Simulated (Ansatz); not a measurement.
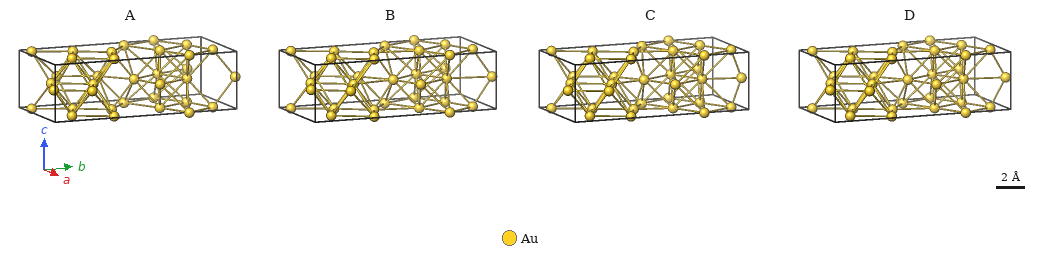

4 geometries from one relaxation of an interface cell of composition Au, in shuffled order. The picture is a ball-and-stick view of the cell of the calculation, reduced to other axes (origin shifted), seen slightly off an axis. Lengths and directions refer to the drawn axes.

Case: symmetric tilt boundary Sigma 5 (3 1 0), mirror between planes, shift [0.5, 0].

Method: DFT PBE, scalar-relativistic, plane waves, PAW in Ansatz. (plane-wave cutoff 420 eV; k-point mesh 8 × 6 × 3; occupations gaussian; smearing width 0.1 eV; no spin polarisation; cell relaxed at fixed a, b, alpha, beta, gamma; force threshold 0.02 eV/Å; at most 60 steps)

> Order the frames from highest to lowest energy.

C, D, B, A. They are steps 0, 1, 2, 6, at +8.274 eV per cell of the calculation, +2.087 eV per cell of the calculation, +0.402 eV per cell of the calculation relative to the last. The largest moves relative to the cell, 0.45 Å, are those of Au atoms. Cell: a unchanged at 6.575 Å, b 13.449 → 14.080 Å (+4.7 %), c unchanged at 4.158 Å. Volume +4.7 %. Some distances before and after: Au–Au 2.857 → 3.521 Å, Au–Au 2.230 → 2.712 Å, Au–Au 2.457 → 2.888 Å, Au–Au 2.940 → 3.283 Å. Over 5 accepted moves (6 points after the start) the energy falls by 8.274 eV per cell of the calculation. The largest force component goes from 8.7 to 0.0038 eV/Å. The pressure goes from 17.20 to −0.28 GPa. The SCF was repeated once at an unchanged geometry on a basis and grid sized afresh for the cell, which shifted the energy by 5.1 meV per cell of the calculation at most.
